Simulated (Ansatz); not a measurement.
```xyz
6
Lattice="0.0000 5.4606 0.0000 -3.1527 0.0000 0.0000 0.0000 -1.8202 4.7953" Properties=species:S:1:pos:R:3 pbc="T T T"
Sn   -3.1372    1.8202    2.3976
Sn   -1.5608   -0.9101    2.3976
O    -1.6339    2.7303    3.3790
O    -0.0575    0.0000    3.3790
O    -1.6339    0.9101    1.4163
O    -0.0575    3.6404    1.4163
```

Space group C2; a structure from a database of computed crystals, not necessarily the ambient phase; changed on purpose from its base cell (mode 4 frozen in at -0.059 Å, equal normal strain along x, y and z -0.0250); not relaxed (largest force 1.4 eV/Å); computed pressure about 13 GPa in this cell; PAW files of the earlier set (soft_1).

All numbers below come from Ansatz 0.2.0, DFT PBE, scalar-relativistic, plane waves, PAW.

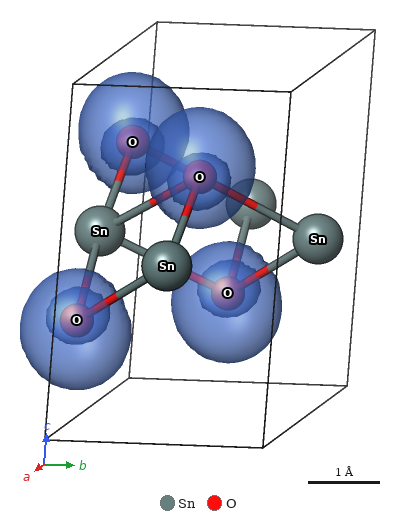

SnO2. Isosurface of the electron localisation function at 0.75 (blue), seen slightly off an axis. Core shells and regions of very low density are left out. Sticks mark near contacts.

In a PAW calculation such maps are meaningful between the atoms, not at the nuclei.

### What do the ELF domains correspond to?

At this value the surface marks out four regions wrapped around O (the valence shell of each), counted in one cell of 6 atoms. Any copies at cell faces, edges or corners count once. Profiles from the grid: Sn–O (2.01 Å): the ELF peaks at about 0.80 in the valence shell of O, 0.6 Å from its nucleus, and is about 0.30 at the midpoint (no shared electron pair shows on this line). Sn–O (2.07 Å): the ELF peaks at about 0.80 in the valence shell of O, 0.6 Å from its nucleus, and is about 0.25 at the midpoint; no shared electron pair shows on this line.
